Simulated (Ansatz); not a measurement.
Geometry relaxation, with input and output: SnO₂ (part 2 of 2)

SnO₂ (6 atoms in the cell); DFT r2SCAN, scalar-relativistic, plane waves, PAW, no spin polarisation (Ansatz 0.2.0); cutoff 500 eV, 6×6×10 k-mesh, Gaussian smearing of 0.05 eV. It belongs to a series of runs on one base structure; here: volume × 1.040.

Geometry of the input (Å; fractional positions):
```
4.8305  0.0000  0.0000
0.0000  4.8305  0.0000
0.0000  0.0000  3.2326
Sn 0.0000  0.0000  0.0000
Sn 0.5000  0.5000  0.5000
O  0.3063  0.3063  0.0000
O  0.8063  0.1937  0.5000
O  0.1937  0.8063  0.5000
O  0.6937  0.6937  0.0000
```

```
basis re-selected at this cell: Δ(F+E_penalty+E_count) = +5.904e-6 eV, ΔP = +0.000 GPa vs the last step (what re-selecting the basis moved, of the pressure what is left beyond the Pulay correction that the steps carried, after the strain that the cell walked since its last selection, with what the two solves' SCF thresholds leave and, on support functions, any second-order correction that the steps lacked; it is no measure of the basis error at this ecutwfc). This SCF's stress stands 6.78e-3 GPa from its target on what of the cell is left free (relax.cell.stress_tol is 1.00e-1 GPa) and its largest allowed force component is 1.11e-4 eV/Å (relax.f_tol is 1.00e-2 eV/Å): within both
SCF converged after 4 iterations
Free energy (F): -14352.359826 eV
Harris-Foulkes:  -14352.359826 eV  (|F-HF|=2.00e-11)
Internal energy: -14352.359826 eV  (E = F + TS)
E sigma→0 (E₀):  -14352.359826 eV
Fermi energy:    8.984261 eV
--- Per-component energies (eV) ---
  E_band       = -194.684313
  E_kinetic    = 1080.614844
  E_local      = -2971.508370  (includes V_loc(G=0)·N_el)
  E_nonlocal   = 130.824644
  E_hartree    = 1531.261588
  E_xc         = -1034.498102
  E_vxc        = -620.974110  (∫ρ·V_xc dr)
  E_paw        = -8984.843168  (= ΣΔE_a)
  E_vpaw       = -915.520438  (= ΣTr[D̂ρ^β])
  E_aug_tail   = 0.004005  (compensation charges beyond the density's cutoff)
  E_vtau       = 39.351797  (kinetic-family band-sum trace: ∫τ·v_τ [+ j·A + Jᵃ·Aᵃ] dr)
  E_ewald      = -4105.558143
  E_core_change = 1.342876  (= ΣΔE_core)
  E_smearing   = -0.000000  (= −TS)
  E_closure    = 0.000000  (closes the sum)
  Σ components = -14352.359826   (vs F -14352.359826, Δ=0.00e0)
--- Forces (eV/Å), atoms counted from 1 ---
  atom   1  Sn    -0.00000000     0.00000000     0.00000000
  atom   2  Sn     0.00000000    -0.00000000     0.00000000
  atom   3  O      0.00011146     0.00011146    -0.00000000
  atom   4  O      0.00011146    -0.00011146     0.00000000
  atom   5  O     -0.00011146     0.00011146    -0.00000000
  atom   6  O     -0.00011146    -0.00011146     0.00000000
  max |Σ_I F_I| component: 1.73e-18 eV/Å
--- Stress (GPa, compression-positive) ---
       -7.191018      -0.000000       0.000000
       -0.000000      -7.191018       0.000000
        0.000000       0.000000      -7.180849
  P = ⅓ Tr σ = -7.1876 GPa (-71.876 kbar)
--- Band table (eV; the first three rows and the last of 60) ---
  k-point 0: bands = ["-13.3917", "-12.6263", "-12.3738", "-12.3550", "-12.3550", "-12.2786", "-12.2522", "-12.1834", "-12.1498", "-12.1498", "-11.2065", "-9.6093", "-9.6093", "-7.9283", "0.4050", "4.4034", "4.4034", "4.5744", "5.3385", "6.3440", "6.3689", "7.1096", "7.1096", "7.5603", "7.5603", "8.3023", "9.6663", "14.7950", "15.1971", "15.1971", "19.2340", "19.5456"]
  k-point 1: bands = ["-13.3449", "-12.5707", "-12.4591", "-12.4591", "-12.3582", "-12.2870", "-12.2489", "-12.1835", "-12.1619", "-12.1619", "-11.1615", "-9.4476", "-9.4476", "-7.9994", "0.4099", "4.4769", "4.4937", "4.4937", "5.4033", "5.6816", "6.2818", "6.7364", "6.7364", "7.5907", "7.5907", "8.2249", "10.3374", "14.9980", "15.6208", "15.6208", "18.5338", "20.1922"]
  k-point 2: bands = ["-13.2151", "-12.6973", "-12.6973", "-12.4424", "-12.3147", "-12.3064", "-12.2397", "-12.1865", "-12.1865", "-12.1842", "-11.0087", "-9.0605", "-9.0605", "-8.2173", "0.4402", "4.2885", "4.4589", "4.7374", "4.7374", "5.5940", "5.9670", "5.9670", "5.9931", "7.5492", "7.5492", "8.0005", "11.6101", "15.3899", "16.6578", "16.6578", "17.8735", "20.6445"]
  k-point 59: bands = ["-13.1844", "-13.1844", "-12.6648", "-12.6648", "-12.2456", "-12.2456", "-12.1964", "-12.1964", "-12.1493", "-12.1493", "-9.5329", "-9.5329", "-8.2237", "-8.2237", "0.6455", "0.6455", "3.5148", "3.5148", "5.8505", "5.8505", "5.8948", "5.8948", "7.3723", "7.3723", "7.4868", "7.4868", "13.4420", "13.4420", "17.6991", "17.6991", "19.9044", "19.9044"]
--- Relaxed structure (4 steps of the walk, 4 accepted, 1 SCFs on fresh bases) ---
  F+E_penalty+E_count = -14352.35982608 eV   max|allowed force component| = 1.115e-4 eV/Å   (the final SCF, on the basis selected at the relaxed cell)
  cell:  # Å, volume = 75.4306 Å³
    - [4.838707379012677, 1.6513825615085043e-33, -2.036705159193822e-33]
    - [1.6513825615085043e-33, 4.838707379012677, -1.2110138784395698e-33]
    - [-1.3629826517349736e-33, -8.104221172478221e-34, 3.2217268048563708]
  atoms:
    - { symbol: Sn, position: [3.7407952229089716e-20, 2.8055964171817296e-20, 1.5807732743855292e-35] }
    - { symbol: Sn, position: [0.5, 0.5, 0.49999999999999994] }
    - { symbol: O, position: [0.3068154536386668, 0.3068154536386668, -1.8119408356510558e-34] }
    - { symbol: O, position: [0.8068154536386669, 0.1931845463613332, 0.49999999999999994] }
    - { symbol: O, position: [0.1931845463613332, 0.8068154536386669, 0.49999999999999994] }
    - { symbol: O, position: [0.6931845463613332, 0.6931845463613332, 1.986133165721942e-34] }
```

Trajectory as extended XYZ (Å, eV, eV/Å), 5 frames, from step=1 to step=5
```
6
Lattice="4.8305 0.0000 0.0000 0.0000 4.8305 0.0000 0.0000 0.0000 3.2326" Properties=species:S:1:pos:R:3:forces:R:3 step=1 energy=-14352.35846 pressure_GPa=-7.50
Sn    0.0000    0.0000    0.0000    0.0000   0.0000   0.0000
Sn    2.4153    2.4153    1.6163    0.0000   0.0000   0.0000
O     1.4797    1.4797    0.0000    0.0508   0.0508   0.0000
O     3.8950    0.9356    1.6163    0.0508  -0.0508   0.0000
O     0.9356    3.8950    1.6163   -0.0508   0.0508   0.0000
O     3.3508    3.3508    0.0000   -0.0508  -0.0508   0.0000
6
Lattice="4.8364 0.0000 0.0000 0.0000 4.8364 0.0000 0.0000 0.0000 3.2248" Properties=species:S:1:pos:R:3:forces:R:3 step=2 energy=-14352.35939 pressure_GPa=-7.35
Sn    0.0000    0.0000    0.0000    0.0000   0.0000   0.0000
Sn    2.4182    2.4182    1.6124    0.0000   0.0000   0.0000
O     1.4818    1.4818    0.0000    0.0430   0.0430   0.0000
O     3.9000    0.9364    1.6124    0.0430  -0.0430   0.0000
O     0.9364    3.9000    1.6124   -0.0430   0.0430   0.0000
O     3.3546    3.3546    0.0000   -0.0430  -0.0430   0.0000
6
Lattice="4.8384 0.0000 0.0000 0.0000 4.8384 0.0000 0.0000 0.0000 3.2222" Properties=species:S:1:pos:R:3:forces:R:3 step=3 energy=-14352.35978 pressure_GPa=-7.16
Sn    0.0000    0.0000    0.0000    0.0000   0.0000   0.0000
Sn    2.4192    2.4192    1.6111    0.0000   0.0000   0.0000
O     1.4853    1.4853    0.0000   -0.0154  -0.0154   0.0000
O     3.9045    0.9339    1.6111   -0.0154   0.0154   0.0000
O     0.9339    3.9045    1.6111    0.0154  -0.0154   0.0000
O     3.3531    3.3531    0.0000    0.0154   0.0154   0.0000
6
Lattice="4.8387 0.0000 0.0000 0.0000 4.8387 0.0000 0.0000 0.0000 3.2217" Properties=species:S:1:pos:R:3:forces:R:3 step=4 energy=-14352.35983 pressure_GPa=-7.19
Sn    0.0000    0.0000    0.0000    0.0000   0.0000   0.0000
Sn    2.4194    2.4194    1.6109    0.0000   0.0000   0.0000
O     1.4846    1.4846    0.0000    0.0001   0.0001   0.0000
O     3.9039    0.9348    1.6109    0.0001  -0.0001   0.0000
O     0.9348    3.9039    1.6109   -0.0001   0.0001   0.0000
O     3.3541    3.3541    0.0000   -0.0001  -0.0001   0.0000
6
Lattice="4.8387 0.0000 0.0000 0.0000 4.8387 0.0000 0.0000 0.0000 3.2217" Properties=species:S:1:pos:R:3:forces:R:3 step=5 energy=-14352.35983 pressure_GPa=-7.19
Sn    0.0000    0.0000    0.0000    0.0000   0.0000   0.0000
Sn    2.4194    2.4194    1.6109    0.0000   0.0000   0.0000
O     1.4846    1.4846    0.0000    0.0001   0.0001   0.0000
O     3.9039    0.9348    1.6109    0.0001  -0.0001   0.0000
O     0.9348    3.9039    1.6109   -0.0001   0.0001   0.0000
O     3.3541    3.3541    0.0000   -0.0001  -0.0001   0.0000
```

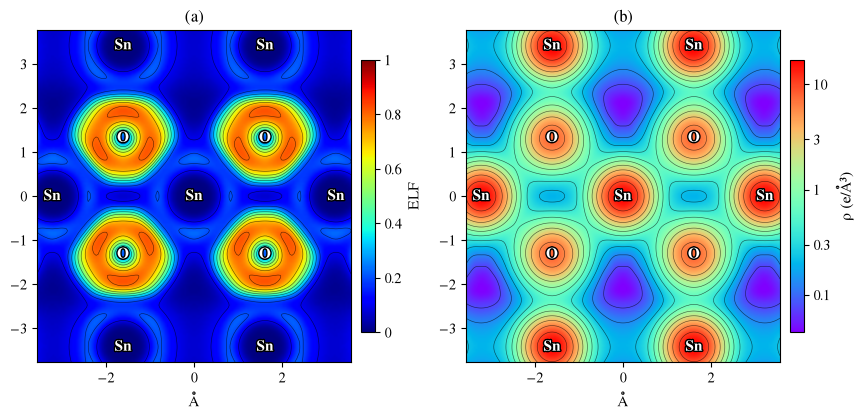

**Figure 1.** (a) ELF; (b) valence electron density on the (110) plane of the conventional cell. Sn–O (2.08 Å): the density is about 0.63 e/Å³ at the midpoint; the ELF is about 0.25 at the midpoint. Away from the nuclei the density in this plane falls to 0.04 e/Å³ at its lowest. Core electrons are frozen (PAW), so the fields are smoothed inside the atomic spheres.

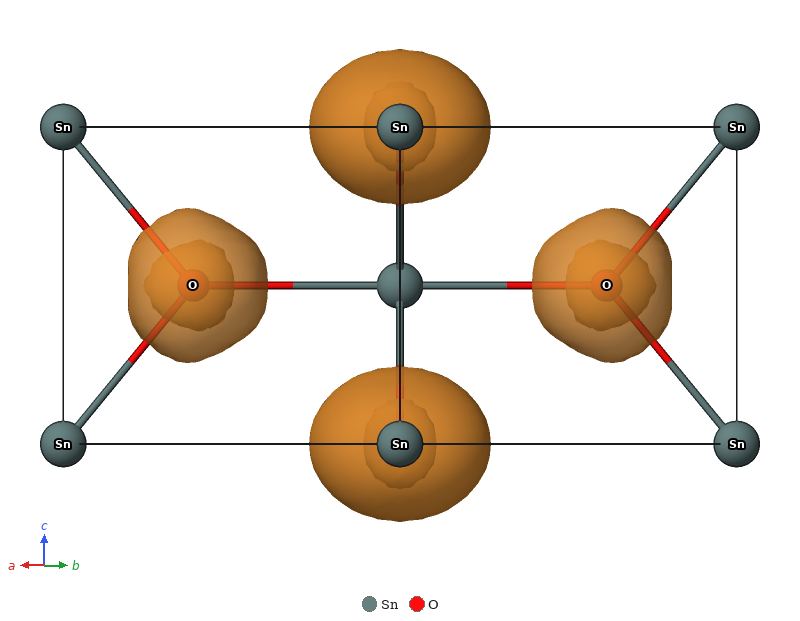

**Figure 2.** Isosurface of the electron localisation function at 0.75 (orange), seen along [110]. Only the valence region is drawn (cores and ρ < 0.01 e/Å³ removed). Sticks mark near contacts. The outline is the cell set on symmetry axes. Profiles from the grid: Sn–O (2.08 Å): the ELF is about 0.25 at the midpoint.

Results in brief

| quantity | value |
| --- | --- |
| outcome | converged |
| space group (tolerance 0.01 Å) | P4₂/mnm (136) |
| electrons treated | 52 |
| free energy | −14352.3598 eV |
| Fermi energy | 8.984 eV |
| gap on the k-point mesh | 1.36 eV |
| pressure | −7.19 GPa |
| final volume | 75.43 Å³ |
| largest force (length of the vector) at the end | under 0.001 eV/Å |
| final cell | a = 4.839 Å, b = 4.839 Å, c = 3.222 Å, α = 90.00°, β = 90.00°, γ = 90.00° |
| wall time | 20 s (CPU time 71 s) |
| peak memory | 0.68 GiB |

The cell is under a tension of 7.2 GPa at this level, so it is not at its equilibrium volume.
